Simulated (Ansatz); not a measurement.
Consider Ag.

Input file:

```
crystal:
  lattice:
    - [2.8674622168, 0.0, 0.0]
    - [-1.4337311084, 2.4832951241, 0.0]
    - [0.5619048286, 0.0, 9.3650804768]
  atoms:
    - { symbol: Ag, position: [0.0, 0.0, 0.0] }
    - { symbol: Ag, position: [0.0, 0.0, 0.5] }
    - { symbol: Ag, position: [0.3317548755, 0.6635097511, 0.25] }
    - { symbol: Ag, position: [0.6682451245, 0.3364902489, 0.75] }
basis:
  ecutwfc: 420
kpoints:
  mp_grid: { grid: [24, 24, 6] }
hamiltonian:
  xc: pbesol
scf:
  occupations: { method: gaussian, width: 0.1 }
output:
  forces: true
  stress: true
  eigenvalues: true
  write_density: true
  write_potential: true
  elf: true
  volumetric_format: npy
relax:
  adjacent_minimum: "off"
  f_tol: 0.008
  max_steps: 40
```

Command:

```sh
ansatz run input.yaml --threads 1 --pin off --max-ram 2560MiB --backend cpu --events-out ev --progress --plain --runs-dir out
```

Below, planes, directions and counts refer to the conventional cell (a = 2.87 Å, b = 4.97 Å, c = 9.38 Å, α = 90.00°, β = 93.43°, γ = 90.00°).

The fields are those of the run's last geometry, not of the input's.

Space group C2/c; a structure from a database of computed crystals, not necessarily the ambient phase.

Method: DFT PBEsol, scalar-relativistic, plane waves, PAW (Ansatz 0.2.0).

**Predict the valence pseudo-density and electron localisation function between the atoms.**

Ag–Ag (2.86 Å): the density is about 0.23 e/Å³ at the midpoint; the ELF is about 0.15 at the midpoint (no shared electron pair shows on this line).

**Does the calculation give a band gap?**

It is metallic or semimetallic at this level of theory: no gap opens.

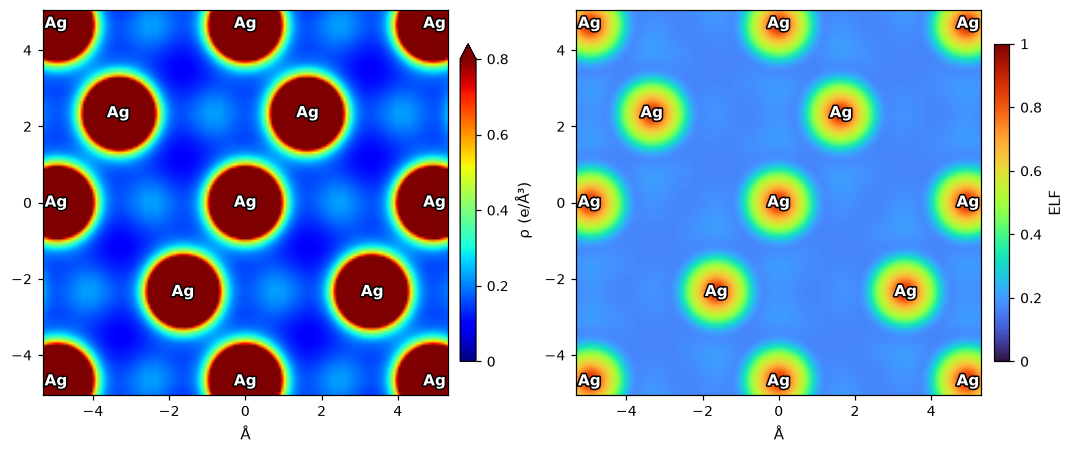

Computed valence pseudo-density and electron localisation function on the (100) plane of the conventional cell, in this order. 

Core electrons are frozen (PAW), and the valence fields are smoothed inside the atomic spheres.
